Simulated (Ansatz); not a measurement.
Input

```
crystal:
  lattice:
    - [-3.8453468585, 0.0, 0.0]
    - [0.0, -3.8453468585, 0.0]
    - [0.0, 0.0, 19.2456191869]
  atoms:
    - { symbol: Ti, position: [0.0, 0.0, 0.3920351079] }
    - { symbol: Ti, position: [0.5, 0.5, 0.1680150462] }
    - { symbol: Ti, position: [0.0, 0.0, 0.8400752312] }
    - { symbol: Ti, position: [0.5, 0.5, 0.6160551695] }
    - { symbol: Al, position: [0.5, 0.5, 0.3920351079] }
    - { symbol: Al, position: [1.0, 1.0, 0.1680150462] }
    - { symbol: Al, position: [0.5, 0.5, 0.8400752312] }
    - { symbol: Al, position: [1.0, 1.0, 0.6160551695] }
    - { symbol: Al, position: [0.5, 0.0, 0.2800250771] }
    - { symbol: Al, position: [0.0, 0.5, 0.0560050154] }
    - { symbol: Al, position: [0.5, 0.0, 0.7280652004] }
    - { symbol: Al, position: [0.0, 0.5, 0.5040451387] }
    - { symbol: Al, position: [0.0, 0.5, 0.2800250771] }
    - { symbol: Al, position: [0.5, 0.0, 0.0560050154] }
    - { symbol: Al, position: [0.0, 0.5, 0.7280652004] }
    - { symbol: Al, position: [0.5, 0.0, 0.5040451387] }
basis:
  ecutwfc: 420
kpoints:
  mp_grid: { grid: [12, 12, 3] }
hamiltonian:
  xc: pbe
scf:
  occupations: { method: gaussian, width: 0.15 }
output:
  forces: true
  stress: true
  eigenvalues: true
  write_density: true
  write_potential: true
  elf: true
  volumetric_format: npy
```

Launched as:

```sh
ansatz run input.yaml --threads 2 --pin off --max-ram 5120MiB --backend cpu --events-out ev --progress --plain --runs-dir out
```

Below, planes, directions and counts refer to the conventional cell (a = 3.85 Å, b = 3.85 Å, c = 19.25 Å, α = 90.00°, β = 90.00°, γ = 90.00°).

Space group P4mm; a structure from a database of computed crystals, not necessarily the ambient phase; not relaxed (largest force 0.7 eV/Å); computed without spin polarisation.

The calculation used Ansatz 0.2.0, DFT PBE, scalar-relativistic, plane waves, PAW.

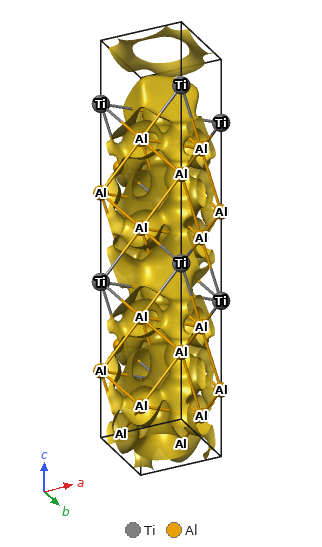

TiAl₃. Isosurface of the electron localisation function at 0.55 (yellow), seen at an oblique angle. Core shells and regions of very low density are left out. Sticks mark near contacts.

In a PAW calculation such maps are meaningful between the atoms, not at the nuclei.

Where are the electrons localised?

Answer. The surface consists of sheets that run through the cell in two directions, counted in one cell of 16 atoms. Any copies at cell faces, edges or corners count once.

Values along the shortest contacts:
Ti–Al (2.72 Å): the ELF is about 0.35 at the midpoint. Al–Al (2.72 Å): the ELF peaks at about 0.70 between the atoms.

Does the calculation make it a metal, or give it a gap?

Answer. It is metallic or semimetallic at this level of theory: no gap opens.
